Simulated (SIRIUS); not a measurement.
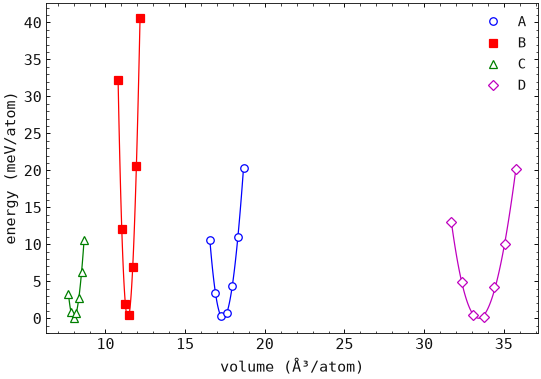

Plotted: energy against volume, with one curve for each compound, for HfN, LiF, MgS and TePb (all in space group Fm-3m (No. 225)). The labels are replaced by letters.

Method: all-electron LAPW DFT, no spin polarisation; energies at scaled volumes of the given cell, shape and fractions fixed, counted from the fit's minimum, third-order Birch-Murnaghan fit (SIRIUS 7.12.0). Level: PBEsol.

- occupations: Fermi–Dirac
- smearing width: 0.05 eV
- potentials: all electron FP LAPW

Which letter stands for which compound?

A: MgS; B: HfN; C: LiF; D: TePb.

Limits of the calculation: spin-orbit coupling left out, heavy elements (TePb).
